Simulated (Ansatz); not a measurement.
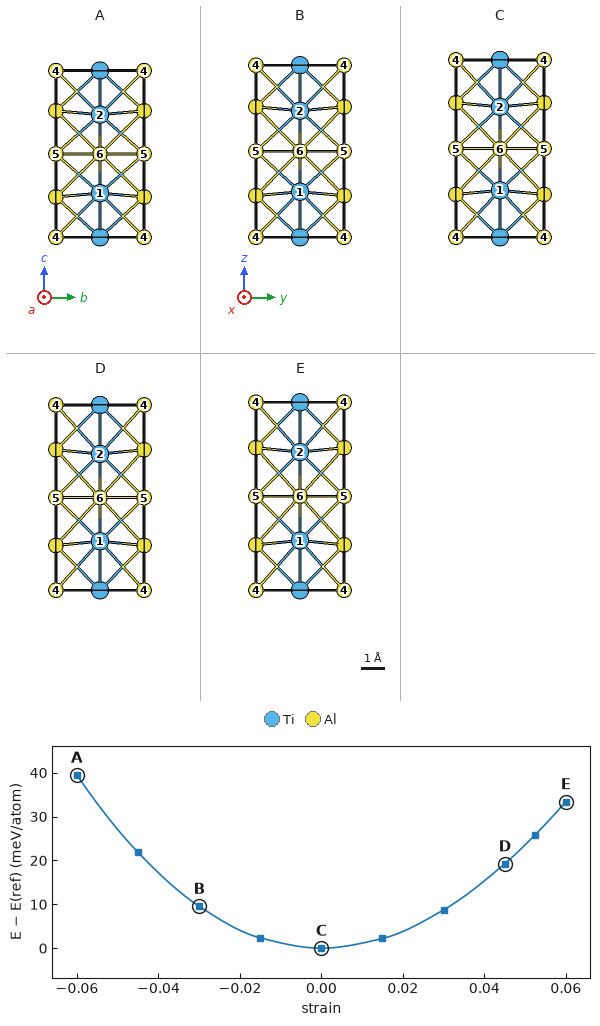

Energy scan for solid Ti₃Al₅ (Pmmm), in which the cell is strained along z alone, with the atoms kept at their fractional coordinates. x, y and z are the Cartesian axes of the input. The lettered frames are marked on the plot. A ball-and-stick model of the cell of the calculation, seen along the a axis.

These are results of Ansatz 0.2.0, DFT PBEsol, scalar-relativistic, plane waves, PAW, not measurements. Set-up: plane-wave cutoff 420 eV; k-point mesh 10 × 10 × 6; occupations gaussian; smearing width 0.15 eV; no spin polarisation. Energies (free energies at the smearing named) are counted from the relaxed crystal.

> What does the scan show?

The lowest computed point lies at the strain 0.00 (0.0 meV/atom). At the ends of the scan the energy is 39.4 meV/atom (−0.06) and 33.4 meV/atom (0.06). The curvature at zero strain, (1/V) d²E/dε², is about 210 GPa; it is C₃₃ with clamped ions. The distortion keeps the space group Pmmm. At the strain −0.06 the cell of the drawing goes c 8.052 → 7.569 Å.
